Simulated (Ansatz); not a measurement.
# Si3C4: what the fields show

```
Si C
1.0
     3.00417    0.00000    0.00000
    -1.50209    2.60169    0.00000
     0.00000    0.00000    8.89321
Si C
3 4
Direct
  0.00000 0.00000 0.50000
  0.66667 0.33333 0.17271
  0.33333 0.66667 0.82729
  0.00000 0.00000 0.08587
  0.33333 0.66667 0.62166
  0.00000 0.00000 0.91413
  0.66667 0.33333 0.37834
```

Space group P-3m1; a generated structure, not necessarily the stable one; computed pressure about −3 GPa in this cell.

Computed with DFT r2SCAN, scalar-relativistic, plane waves, PAW in Ansatz 0.2.0.

In a PAW calculation such maps are meaningful between the atoms, not at the nuclei.

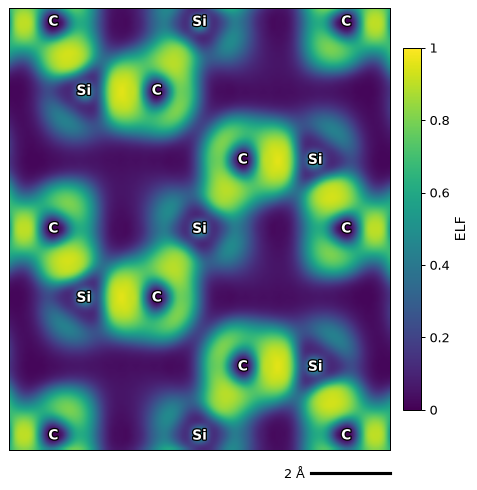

Figure 1. Electron localisation function on the (110) plane of the conventional cell.

Interpret the plot.

Atoms in the plane: Si and C.
Si–C (1.83 Å): the ELF peaks at about 0.95 between the atoms.
Si–C (1.90 Å): the ELF peaks at about 0.95 between the atoms.
Si–C (2.04 Å): the ELF peaks at about 0.90 between the atoms.

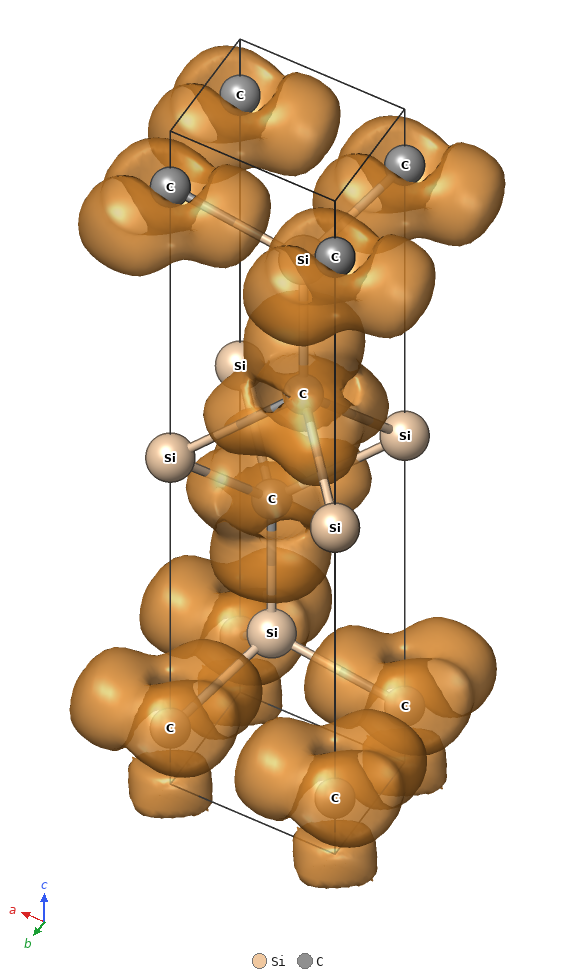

Figure 2. Isosurface of the electron localisation function at 0.7 (orange), seen at an oblique angle. Only the valence region is drawn (cores and ρ < 0.01 e/Å³ removed). Sticks mark near contacts.

Identify the bonds, lone pairs and shells in this picture.

The ELF exceeds this value in one region between bonded C–C atoms and four regions on C in which the atom's valence shell and bonds are merged, counted in one cell of 7 atoms. Regions shared between cells count once. Profiles from the grid: C–C (1.53 Å): the ELF peaks at about 0.90 between the atoms.

Which way does charge flow, and how much by Bader's partition?

Electrons move from Si towards C. Bader charges: Si +2.71 to +2.83 and C −2.20 to −1.99 e.

Does the calculation give a band gap?

It is gapless in this calculation (a metal or semimetal).
